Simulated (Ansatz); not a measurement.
The structure in question:

```cif
data_structure
_symmetry_space_group_name_H-M 'P 1'
_symmetry_Int_Tables_number 1
_cell_length_a 4.4104
_cell_length_b 4.4104
_cell_length_c 4.3922
_cell_angle_alpha 90.000
_cell_angle_beta 90.000
_cell_angle_gamma 90.000
_cell_volume 85.44
loop_
_atom_site_label
_atom_site_type_symbol
_atom_site_fract_x
_atom_site_fract_y
_atom_site_fract_z
_atom_site_occupancy
Ca1 Ca 0.00000 0.00000 0.00000 1
Ca2 Ca 0.50000 0.50000 0.50000 1
```

**What would you see if this were drawn?**

The element is calcium. Strictly the space group is I4/mmm (No. 139, within 0.01 Å). It is a distorted form of a body-centred cubic structure, space group Im-3m (No. 229) within 0.25 Å: body-centred cubic (W type). The cell holds two atoms. The neighbours of Ca are eight Ca in a cubic arrangement at 3.81 Å. The bonds build a three-dimensional framework.

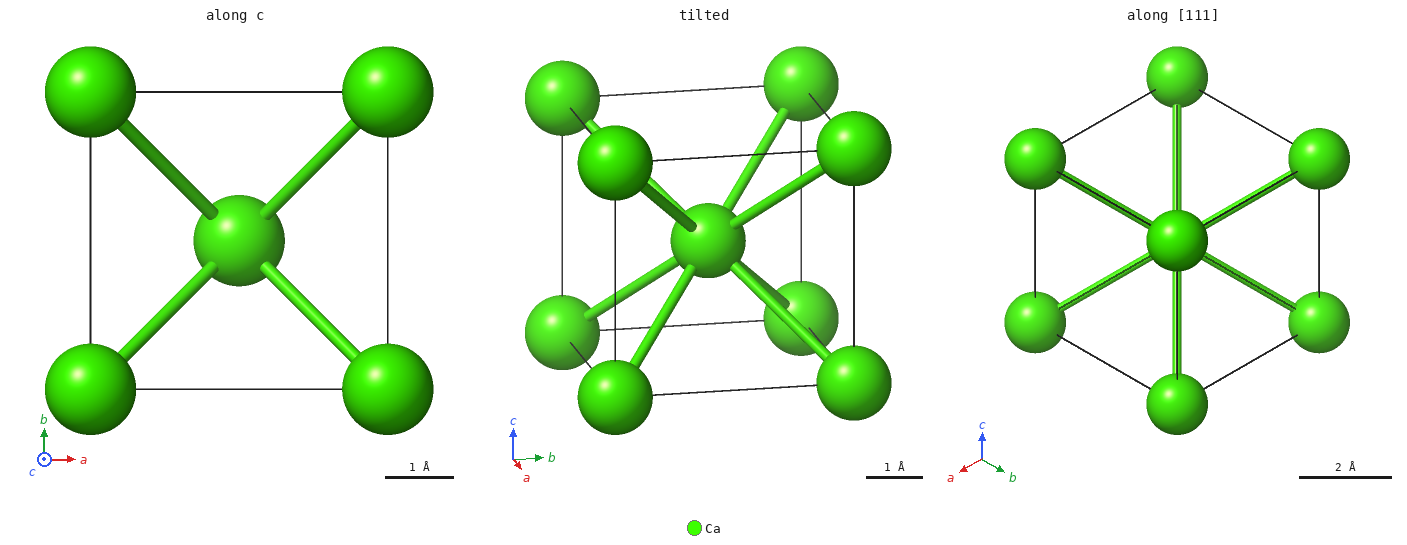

The crystal in a ball-and-stick representation, seen along the c axis, slightly off an axis and along [111]. The frame is the drawn cell (a repeat of the simulation cell); atoms at its boundary are shown with their periodic copies. Colours: calcium green.

The initial geometry was a structure listed in the Materials Project. Earlier steps of the study may have refined or changed the cell and positions. It was the input of a calculation with Ansatz.
